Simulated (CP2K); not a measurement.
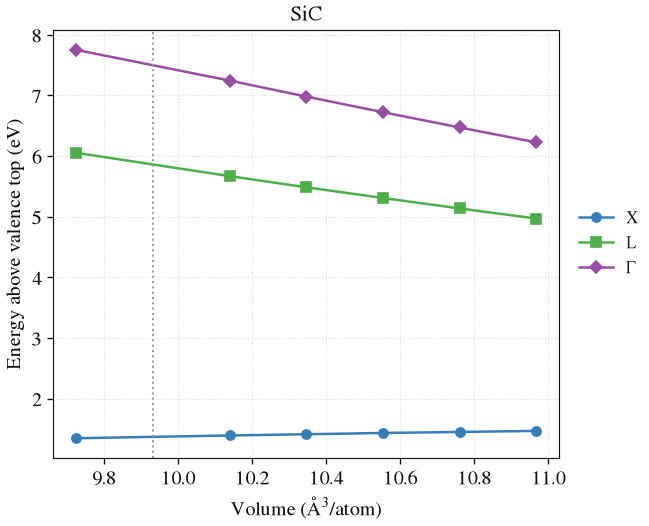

Lowest conduction level at each named k point, counted from the valence-band top at Γ. One run is left out (dotted line).

System: zincblende SiC, space group F-43m, 2 atoms in the primitive cell. The cell is scaled uniformly. Computed with CP2K 2026.2: PBEsol, POTENTIAL_UZH Si GTH-PBE-q4, C GTH-PBE-q4; TZVP-MOLOPT-PBE-GTH basis, no spin polarisation, no spin-orbit coupling, 10×10×10 k mesh, Fermi-Dirac smearing of 0.05 eV.

| volume | X (eV) | L (eV) | Γ (eV) |
| --- | --- | --- | --- |
| 9.73 Å³/atom | 1.35 | 6.05 | 7.75 |
| 10.14 Å³/atom | 1.39 | 5.67 | 7.25 |
| 10.35 Å³/atom | 1.41 | 5.49 | 6.98 |
| 10.55 Å³/atom | 1.43 | 5.31 | 6.73 |
| 10.76 Å³/atom | 1.45 | 5.14 | 6.47 |
| 10.97 Å³/atom | 1.47 | 4.97 | 6.23 |

### Estimate the values at 9.93 Å³/atom.

Fits through the other points against the logarithm of the volume give 1.37 eV at X (a straight line), 5.86 eV at L (a straight line) and 7.50 eV at Γ (a parabola). The run itself gives 1.37, 5.86 and 7.52 eV, within 0.02 eV of the estimates.

### Which of these conduction levels is lowest, and does that change?

The lowest is the one at X, over the whole range, so among these points the gap stays indirect.

The potentials were made for another functional. The basis of atomic orbitals isn't converged, which shifts gaps and empty levels. LDA, GGA and most meta-GGA functionals understate gaps.
